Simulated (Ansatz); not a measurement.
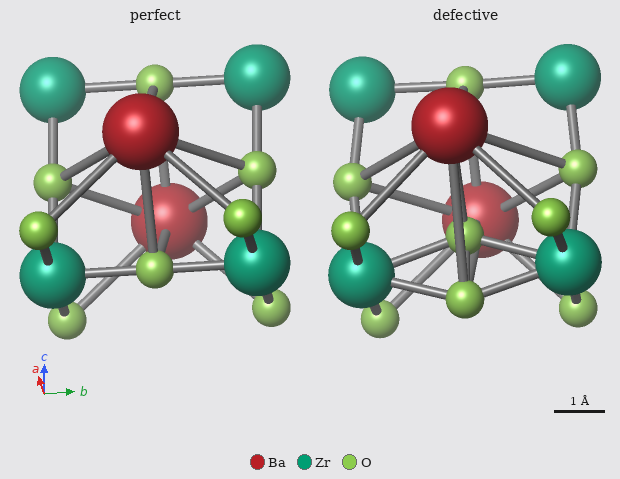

Left: perfect BaZrO₃. Right: the same region with one point defect, after relaxing the atoms in a supercell of 40 sites. A ball-and-stick model of the atoms within 3.8 Å of one point, seen from a free direction.

Level of theory: Ansatz 0.2.0, DFT, PBEsol, PAW, plane waves. Set-up: plane-wave cutoff 420 eV; k-point mesh 1 × 1 × 1; mesh shifted by (0.25, 0.25, 0.25); no spin polarisation. Fermi-Dirac smearing of 0.01 eV. The axes drawn are those of the host's conventional cell.

> Which defect is it?

An extra oxygen atom is put between the host's atoms (an interstitial).

The charge state of the cell is 0.

> What does the relaxation do around it?

The O atom starts with 4 O at 2.09 to 2.10 Å, 2 Ba at 2.09 Å around its place and ends with 1 O at 1.45 Å. Of the host's atoms, an oxygen atom moves furthest from its site, by 0.70 Å. The O atom itself moves 1.32 Å from where it was put.

Limits of the set-up: the periodic images lie only 8.4 Å apart, so the values are limited by the cell's size.
